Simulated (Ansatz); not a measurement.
## AlP: geometry relaxation (part 2 of 2)

Continued. System: AlP (F-43m, 2 atoms in the cell). Method: DFT r2SCAN+D3(BJ), scalar-relativistic, plane waves, PAW, no spin polarisation (Ansatz 0.2.0); cutoff 500 eV, 8×8×8 k-mesh, fixed occupations. It belongs to a series of runs on one base structure; here: elastic and piezoelectric constants, atoms relaxed.

Geometry of the input (Å; fractional positions):
```
0.0000  2.7285  2.7285
2.7285  0.0000  2.7285
2.7285  2.7285  0.0000
Al 0.0000  0.0000  0.0000
P  0.2500  0.2500  0.2500
```

Log, continued:
```
SCF iter   1: F=—  HF=-1301.356175 eV  |F-HF|=—  |Δ(HF+E_count)|=         —  Δρ=4.02e-5  dr2=7.07e-7  dr2_τ=3.87e-7  ethr=7.95e-9  ⟨swp⟩=2.5  Hψ=5634  notcnv=0  defer=125
SCF iter   2: F=—  HF=-1301.356175 eV  |F-HF|=—  |Δ(HF+E_count)|=   1.41e-7  Δρ=1.88e-5  dr2=9.63e-8  dr2_τ=2.16e-9  ethr=7.95e-9  ⟨swp⟩=2.4  Hψ=1147  notcnv=0  defer=125
SCF iter   3: F=—  HF=-1301.356175 eV  |F-HF|=—  |Δ(HF+E_count)|=   4.31e-8  Δρ=4.86e-6  dr2=6.22e-9  dr2_τ=8.69e-11  ethr=1.20e-9  ⟨swp⟩=1.9  Hψ=1015  notcnv=0  defer=125
SCF iter   4: F=—  HF=-1301.356175 eV  |F-HF|=—  |Δ(HF+E_count)|=   4.06e-9  Δρ=2.04e-7  dr2=8.98e-12  dr2_τ=4.12e-13  ethr=7.78e-11  ⟨swp⟩=2.1  Hψ=1129  notcnv=0  defer=125
SCF iter   5: F=—  HF=-1301.356175 eV  |F-HF|=—  |Δ(HF+E_count)|=  1.52e-11  Δρ=2.88e-8  dr2=1.40e-13  dr2_τ=1.02e-14  ethr=1.12e-13 (applied; sched 1.00e-12)  ⟨swp⟩=2.1  Hψ=1162  notcnv=0  defer=125
SCF iter   6: F=-1301.356175 eV  HF=-1301.356175 eV  |F-HF|=4.55e-13  |Δ(HF+E_count)|=  2.27e-13  Δρ=4.83e-9  dr2=1.05e-14  dr2_τ=3.23e-16  ethr=1.00e-12  ⟨swp⟩=5.0  Hψ=2538  notcnv=0
SCF 10 converged in 6 iterations: F = -1301.356175 eV  dr2 = 1.05e-14
relax step   2: F+E_penalty+E_count = -1301.35617497 eV  Δ(F+E_penalty+E_count) = -1.202e-5 eV  max|allowed force component| = 6.321e-3 eV/Å  Δτ_max = 0.0005 Å  (6 SCF iters, accepted)
SCF iter   1: F=—  HF=-1301.356176 eV  |F-HF|=—  |Δ(HF+E_count)|=         —  Δρ=2.34e-5  dr2=2.40e-7  dr2_τ=1.32e-7  ethr=3.02e-8  ⟨swp⟩=4.0  Hψ=4328  notcnv=0  defer=189
SCF iter   2: F=—  HF=-1301.356177 eV  |F-HF|=—  |Δ(HF+E_count)|=   5.81e-7  Δρ=1.10e-5  dr2=3.32e-8  dr2_τ=7.16e-10  ethr=3.00e-9  ⟨swp⟩=2.1  Hψ=1814  notcnv=0  defer=72
SCF iter   3: F=—  HF=-1301.356177 eV  |F-HF|=—  |Δ(HF+E_count)|=   1.48e-8  Δρ=2.80e-6  dr2=2.05e-9  dr2_τ=2.80e-11  ethr=4.15e-10  ⟨swp⟩=1.9  Hψ=1034  notcnv=0  defer=72
SCF iter   4: F=—  HF=-1301.356177 eV  |F-HF|=—  |Δ(HF+E_count)|=   1.35e-9  Δρ=1.14e-7  dr2=3.03e-12  dr2_τ=8.81e-14  ethr=2.57e-11  ⟨swp⟩=2.1  Hψ=1142  notcnv=0  defer=72
SCF iter   5: F=-1301.356177 eV  HF=-1301.356177 eV  |F-HF|=6.82e-13  |Δ(HF+E_count)|=  5.00e-12  Δρ=1.72e-8  dr2=5.99e-14  dr2_τ=4.38e-15  ethr=1.00e-12  ⟨swp⟩=6.1  Hψ=2899  notcnv=0
SCF 11 converged in 5 iterations: F = -1301.356177 eV  dr2 = 5.99e-14
relax step   3: F+E_penalty+E_count = -1301.35617686 eV  Δ(F+E_penalty+E_count) = -1.895e-6 eV  max|allowed force component| = 1.846e-7 eV/Å  Δτ_max = 0.0003 Å  (5 SCF iters, accepted)
iter 1 solved again at ethr=1.00e-12 eV; its pass at ethr=3.10e-3 eV (dr2=5.12e-14 eV) is discarded
SCF iter   1: F=—  HF=-1301.356177 eV  |F-HF|=—  |Δ(HF+E_count)|=         —  Δρ=1.72e-8  dr2=6.02e-14  dr2_τ=4.41e-15  ethr=1.00e-12  ⟨swp⟩=2.0  Hψ=5574  notcnv=0  defer=25
SCF iter   2: F=-1301.356177 eV  HF=-1301.356177 eV  |F-HF|=0.00e0  |Δ(HF+E_count)|=  4.55e-13  Δρ=8.64e-9  dr2=1.04e-14  dr2_τ=8.51e-16  ethr=1.00e-12  ⟨swp⟩=5.0  Hψ=2459  notcnv=0
SCF 12 converged in 2 iterations: F = -1301.356177 eV  dr2 = 1.04e-14
```

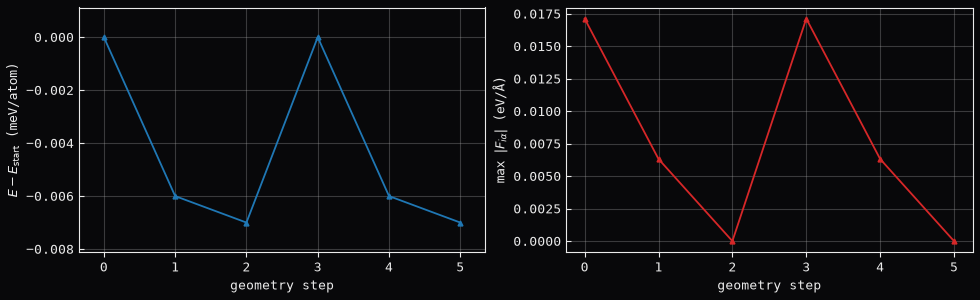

Figure 1. Progress of the relaxation, step by step (the first geometry is step 0 here and step 1 in the log). Over 5 geometry steps the energy falls by next to nothing (0.0 meV per atom). The largest force component goes from 0.017 to under 0.0001 eV/Å. The atoms keep their places (all moves are under 0.005 Å). The cell doesn't change. Among the contacts that change: Al1–P2 2.365 → 2.360 Å. The space group stays F-43m (No. 216). (Atoms are counted from 1 in the order of the input.)

```
NSCF: frozen V_eff on 98 k-points
NSCF: frozen V_eff on 32 k-points
SCF converged after 2 iterations
Free energy (F): -1301.356210 eV
Harris-Foulkes:  -1301.356210 eV  (|F-HF|=2.27e-13)
Internal energy: -1301.356210 eV  (E = F + TS)
E sigma→0 (E₀):  -1301.356210 eV
Fermi energy:    4.901147 eV
--- Per-component energies (eV) ---
  E_band       = 2.384169
  E_kinetic    = 94.317963
  E_local      = -81.471914  (includes V_loc(G=0)·N_el)
  E_nonlocal   = 43.425791
  E_hartree    = 25.153169
  E_xc         = -95.811106
  E_vxc        = -96.877270  (∫ρ·V_xc dr)
  E_paw        = -1049.114895  (= ΣΔE_a)
  E_vpaw       = -11.397171  (= ΣTr[D̂ρ^β])
  E_aug_tail   = -0.000000  (compensation charges beyond the density's cutoff)
  E_vtau       = 4.080434  (kinetic-family band-sum trace: ∫τ·v_τ [+ j·A + Jᵃ·Aᵃ] dr)
  E_ewald      = -237.412591
  E_disp       = -0.291676  (pairwise vdW)
  E_core_change = -0.150950  (= ΣΔE_core)
  E_smearing   = -0.000000  (= −TS)
  E_closure    = 0.000000  (closes the sum)
  Σ components = -1301.356210   (vs F -1301.356210, Δ=0.00e0)
--- Forces (eV/Å), atoms counted from 1 ---
  atom   1  Al     0.00000000    -0.00000000     0.00000000
  atom   2  P     -0.00000000     0.00000000    -0.00000000
  max |Σ_I F_I| component: 3.70e-17 eV/Å
--- Stress (GPa, compression-positive) ---
       -0.045113      -0.000000      -0.000000
        0.000000      -0.045113       0.000000
       -0.000000       0.000000      -0.045113
  P = ⅓ Tr σ = -0.0451 GPa (-0.451 kbar)
--- Band table (eV; the first three rows and the last of 29) ---
  k-point 0: bands = ["-7.1032", "4.9011", "4.9011", "4.9011", "8.9178", "9.8658", "9.8658", "9.8658"]
  k-point 1: bands = ["-6.9230", "3.6854", "4.7481", "4.7481", "9.1993", "10.1632", "10.1632", "10.5358"]
  k-point 2: bands = ["-6.4164", "1.6700", "4.4419", "4.4419", "8.7550", "10.4757", "10.4757", "12.5165"]
  k-point 28: bands = ["-4.6127", "-0.1199", "1.6143", "2.0106", "9.6044", "11.3963", "11.4934", "11.8634"]
--- Elastic constants: 2 strain directions × 2 members + reference (group order 24) ---
  dense FFT box of the reference and of every strained cell: 30×30×30
  strains applied: 11, 23; error gains: componentwise 1.00 (the most a stress slope's error grows in a printed constant), spectral 1.73 (1 for all six strains in a standard setting)
  pairwise dispersion correction: d3bj (s6 = 1.0, s8 = 0.78981345, a1 = 0.49484001, a2_bohr = 5.73083694), with the weights of each atom's references fixed at the reference crystal's, and the forces and stress that the weights' published response gives there kept as a pressure on the atom's counted neighbours (hamiltonian.dispersion)
  C = ∂σ_k/∂η_j (tension-positive GPa; Voigt order 11 22 33 23 13 12):
       139.250     69.450     69.450      0.000      0.000      0.000
        69.450    139.250     69.450      0.000      0.000      0.000
        69.450     69.450    139.250      0.000      0.000      0.000
         0.000     -0.000     -0.000     67.461     -0.000     -0.000
        -0.000     -0.000     -0.000      0.000     67.461      0.000
        -0.000      0.000     -0.000     -0.000      0.000     67.461
  reference stress σ⁰ (GPa):      0.045      0.045      0.045     -0.000      0.000      0.000
  C* (energy form; C + prestress term) asymmetry max|C*_kj − C*_jk| = 2.842e-14 GPa — a small one proves nothing (zero by symmetry where the batch's group is 432, −43m or m−3m); a large one is finite-difference/SCF noise where every solve meets its electron count
  moduli (Voigt/Reuss/Hill, GPa): K = 92.72/92.72/92.72   G = 54.44/49.13/51.78   E = 130.97   ν = 0.265
  mechanically stable: yes (min eigenvalue of sym C = 67.46 GPa)
  e, the proper piezoelectric tensor (elastic.mode: relaxed_ion; C/m²; rows x y z; Voigt order 11 22 33 23 13 12):
       0.00000   -0.00000   -0.00000    0.03042    0.00000   -0.00000
      -0.00000   -0.00000   -0.00000   -0.00000    0.03042   -0.00000
       0.00000   -0.00000   -0.00000    0.00000   -0.00000    0.03042
  ±, each entry's uncertainty from the finite density of the strings (C/m²), an estimate: the size of the correction for it that the entry includes:
       0.00000    0.00000    0.00000    0.00452    0.00000    0.00000
       0.00000    0.00000    0.00000    0.00000    0.00452    0.00000
       0.00000    0.00000    0.00000    0.00000    0.00000    0.00452
  the group's symmetry takes up to 2.3e-8 C/m² out of the measured responses: error of the strings' finite density and of the mesh across them, as far as it breaks the symmetry (raise kpoints.mp_grid and any string_points); the largest step of a string from the reference is 0.001 rad
  strain η (Voigt 11):  stress-route row diagonal C_11 = 139.25 GPa, energy-path curvature d²(F+E_count+ΔE)/dδ²/Ω₀ = 139.25 GPa
         δ    σ_11 (GPa)             F (eV)   n_scf  n_hpsi   n_pw
    -2.000e-3      -0.2337       -1301.3561639       7   10582   1048   relax 0 steps, max|allowed force component| 1.25e-16 eV/Å
     2.000e-3       0.3233       -1301.3561176       7   11279   1056   relax 0 steps, max|allowed force component| 1.39e-16 eV/Å
  strain η (Voigt 23):  stress-route row diagonal C_44 = 67.46 GPa, energy-path curvature d²(F+E_count+ΔE)/dδ²/Ω₀ = 67.44 GPa
         δ    σ_23 (GPa)             F (eV)   n_scf  n_hpsi   n_pw
    -2.000e-3      -0.1349       -1301.3561769       2    8774   1056   relax 3 steps, max|allowed force component| 1.94e-7 eV/Å
     2.000e-3       0.1349       -1301.3561769       2    8736   1056   relax 3 steps, max|allowed force component| 1.85e-7 eV/Å
--- Formal polarisation (Berry phase): one branch of a lattice of values; only differences between neighbouring runs are physical ---
  axis  mesh            electronic          ionic      p = total  spread (rad)  least overlap  resolved gap  δp at fixed H ≤   (phases in cycles; p mod 1; gap in eV; gap and δp judge the states as solved, not the mesh's step, its correction or the SCF's stop)
  b1    8×8×8           0.00000000     1.25000000     1.25000000      0.084550         0.8763        4.0161           2.3e-6
  b2    8×8×8           0.00000000     1.25000000     1.25000000      0.084550         0.8763        4.0161           2.3e-6
  b3    8×8×8          -0.00000000     1.25000000     1.25000000      0.084550         0.8763        4.0161           2.3e-6
  quantum along a1:   0.09498108 e/Å² =   152.176461 µC/cm²
  quantum along a2:   0.09498108 e/Å² =   152.176461 µC/cm²
  quantum along a3:   0.09498108 e/Å² =   152.176461 µC/cm²
  P = (  0.16790441,   0.16790441,   0.16790441) e/Å² = (  269.012519,   269.012519,   269.012519) µC/cm²  (mod the quanta)
```

File elastic.tsv:
```
# convention: tension-positive GPa; Voigt order 11 22 33 23 13 12; engineering shear strains; stresses and constants hold the Pulay correction, whose part of sigma0, of c and of each member's stress the lines and columns named pulay_correction_..._gpa give (of c_energy it is that of c and, on the columns of strains 1 to 3, that of sigma0; of a layer's constants it is that of c in the plane, times a tenth of its plane spacing in ang); where a line pulay_correction_withheld stands none holds it
# sigma0_gpa = 4.5113220877e-2 4.5113220877e-2 4.5113220877e-2 -1.5749556045e-15 3.0109445380e-16 3.2425556563e-16
# pulay_correction_sigma0_gpa = -1.1538758609e-2 -1.1538758609e-2 -1.1538758609e-2 -8.4818524770e-21 2.4738736391e-21 -0.0000000000e0
# fixed_weight_pressure_dispersion = d3bj
# dispersion_damping = {"method":"d3bj","s6":1.0,"s8":0.78981345,"a1":0.49484001,"a2_bohr":5.73083694}
# c_energy_asymmetry_gpa = 2.8421709430e-14
# group_order = 24
# error_gain_componentwise = 1.0000000000e0	error_gain_spectral = 1.7320508076e0
# k_voigt_gpa = 9.2716385722e1	k_reuss_gpa = 9.2716385722e1	k_hill_gpa = 9.2716385722e1
# g_voigt_gpa = 5.4436862411e1	g_reuss_gpa = 4.9127419494e1	g_hill_gpa = 5.1782140953e1
# youngs_gpa = 1.3096507313e2	poisson = 2.6457762003e-1
# min_eigenvalue_gpa = 6.7461280775e1	stable = true
# piezoelectric_x_c_per_m2 = 7.5040990293e-55 -5.1769119122e-24 -4.9698354357e-24 3.0424831127e-2 0.0000000000e0 -5.9534486991e-25
# piezoelectric_y_c_per_m2 = -4.6783168728e-25 -4.6783168737e-25 -8.2830590591e-25 -5.1769119122e-26 3.0424831127e-2 -1.0457362063e-23
# piezoelectric_z_c_per_m2 = 6.3457907800e-25 -6.3457907800e-25 -3.1287164119e-56 4.1635028453e-50 -1.0457362063e-23 3.0424831127e-2
# piezoelectric_strings_term_x_c_per_m2 = 1.4452563938e-49 -9.7710940535e-19 -9.7710940535e-19 -4.5217298730e-3 -5.1769119122e-26 7.2476766771e-25
# piezoelectric_strings_term_y_c_per_m2 = 8.4791552003e-25 1.0856855962e-19 6.5140627023e-19 5.1769119122e-26 -4.5217298730e-3 -2.4055858914e-18
# piezoelectric_strings_term_z_c_per_m2 = 4.3427071298e-19 -8.6854155981e-19 1.0856771171e-19 -6.1877862570e-51 -2.4055858914e-18 -4.5217298730e-3
# piezoelectric_unresolved_by_strings =
# piezoelectric_mode = relaxed_ion
# piezoelectric_residual_c_per_m2 = 2.3463695121e-8	largest_string_step_rad = 1.3650691853e-3	self_consistent = true
# k	c_k1_gpa	c_k2_gpa	c_k3_gpa	c_k4_gpa	c_k5_gpa	c_k6_gpa	c_energy_k1_gpa	c_energy_k2_gpa	c_energy_k3_gpa	c_energy_k4_gpa	c_energy_k5_gpa	c_energy_k6_gpa	pulay_correction_c_k1_gpa	pulay_correction_c_k2_gpa	pulay_correction_c_k3_gpa	pulay_correction_c_k4_gpa	pulay_correction_c_k5_gpa	pulay_correction_c_k6_gpa
1	1.3925003221e2	6.9449562480e1	6.9449562480e1	1.7453510925e-22	1.3234889801e-23	1.3234889801e-23	1.3929514543e2	6.9494675700e1	6.9494675700e1	1.7453510925e-22	1.3234889801e-23	1.3234889801e-23	2.2730484850e-2	1.9463735682e-2	1.9463735682e-2	1.0339757657e-25	0.0000000000e0	-1.0119848908e-41
2	6.9449562480e1	1.3925003221e2	6.9449562480e1	1.1911400821e-22	8.2718061255e-25	1.3234889801e-23	6.9494675700e1	1.3929514543e2	6.9494675700e1	1.1911400821e-22	8.2718061255e-25	1.3234889801e-23	1.9463735682e-2	2.2730484850e-2	1.9463735682e-2	-2.0679515314e-25	0.0000000000e0	2.2770218060e-41
3	6.9449562480e1	6.9449562480e1	1.3925003221e2	1.1911400821e-22	1.3234889801e-23	8.2718061255e-25	6.9494675700e1	6.9494675700e1	1.3929514543e2	1.1911400821e-22	1.3234889801e-23	8.2718061255e-25	1.9463735682e-2	1.9463735682e-2	2.2730484850e-2	-2.0679515314e-25	0.0000000000e0	-1.0119851586e-41
4	1.5777218104e-30	-9.0719004100e-30	-9.0719004100e-30	6.7461280775e1	-5.0487097934e-29	-7.5730646901e-29	-1.5749556045e-15	-1.5749556045e-15	-1.5749556045e-15	6.7461280775e1	-5.0487097934e-29	-7.5730646901e-29	3.6111186457e-35	8.4259435067e-35	1.2037062152e-34	3.3149030647e-3	-9.8607613153e-32	3.7207204774e-50
5	-7.7308368712e-29	-7.7141998890e-29	-7.4726844992e-31	4.4176210692e-29	6.7461280775e1	1.0045027905e-22	3.0109445380e-16	3.0109445380e-16	3.0109445380e-16	4.4176210692e-29	6.7461280775e1	1.0045027905e-22	-6.0185310762e-34	-5.4039849585e-34	9.3604556932e-35	7.3955709864e-32	3.3149030647e-3	-6.3808057237e-25
6	-3.3180302104e-29	3.2391441198e-29	-1.5777218104e-30	-1.2621774484e-29	1.0045035436e-22	6.7461280775e1	3.2425556563e-16	3.2425556563e-16	3.2425556563e-16	-1.2621774484e-29	1.0045035436e-22	6.7461280775e1	-7.1181225794e-32	7.1349744687e-32	-1.0947644253e-47	-1.4444474583e-33	-6.3808054311e-25	3.3149030647e-3
```

Trajectory as extended XYZ (Å, eV, eV/Å), 6 frames, from step=1 to step=3:
```
2
Lattice="0.0000 2.7285 2.7285 2.7285 0.0000 2.7285 2.7285 2.7285 0.0000" Properties=species:S:1:pos:R:3:forces:R:3 step=1 energy=-1301.35616
Al    0.0000    0.0000    0.0000   -0.0171   0.0000   0.0000
P     1.3642    1.3629    1.3629    0.0171   0.0000   0.0000
2
Lattice="0.0000 2.7285 2.7285 2.7285 0.0000 2.7285 2.7285 2.7285 0.0000" Properties=species:S:1:pos:R:3:forces:R:3 step=2 energy=-1301.35617
Al   -0.0005    0.0000    0.0000   -0.0063   0.0000   0.0000
P     1.3648    1.3629    1.3629    0.0063   0.0000   0.0000
2
Lattice="0.0000 2.7285 2.7285 2.7285 0.0000 2.7285 2.7285 2.7285 0.0000" Properties=species:S:1:pos:R:3:forces:R:3 step=3 energy=-1301.35618
Al   -0.0008    0.0000    0.0000    0.0000   0.0000   0.0000
P     1.3651    1.3629    1.3629    0.0000   0.0000   0.0000
2
Lattice="0.0000 2.7285 2.7285 2.7285 0.0000 2.7285 2.7285 2.7285 0.0000" Properties=species:S:1:pos:R:3:forces:R:3 step=1 energy=-1301.35616
Al    0.0000    0.0000    0.0000    0.0171   0.0000   0.0000
P     1.3642    1.3656    1.3656   -0.0171   0.0000   0.0000
2
Lattice="0.0000 2.7285 2.7285 2.7285 0.0000 2.7285 2.7285 2.7285 0.0000" Properties=species:S:1:pos:R:3:forces:R:3 step=2 energy=-1301.35617
Al    0.0005    0.0000    0.0000    0.0063   0.0000   0.0000
P     1.3637    1.3656    1.3656   -0.0063   0.0000   0.0000
2
Lattice="0.0000 2.7285 2.7285 2.7285 0.0000 2.7285 2.7285 2.7285 0.0000" Properties=species:S:1:pos:R:3:forces:R:3 step=3 energy=-1301.35618
Al    0.0008    0.0000    0.0000    0.0000   0.0000   0.0000
P     1.3634    1.3656    1.3656    0.0000   0.0000   0.0000
```

Results in brief:

```tsv
quantity	value
outcome	converged
space group (tolerance 0.01 Å)	F-43m (216)
electrons treated	8
free energy	−1301.3562 eV
Fermi energy	4.901 eV
gap on the k-point mesh	1.91 eV
pressure	−0.05 GPa
final volume	40.63 Å³
bulk modulus (Hill)	92.7 GPa
shear modulus (Hill)	51.8 GPa
largest force (length of the vector) at the end	under 0.001 eV/Å
final cell	a = 3.859 Å, b = 3.859 Å, c = 3.859 Å, α = 60.00°, β = 60.00°, γ = 60.00°
elastic stability	stable
wall time	2.4 min
peak memory	0.56 GiB
```

Notes:

Notes on the run: the dispersion correction has no parameters fitted for this combination and takes those fitted for r2SCAN with other terms.
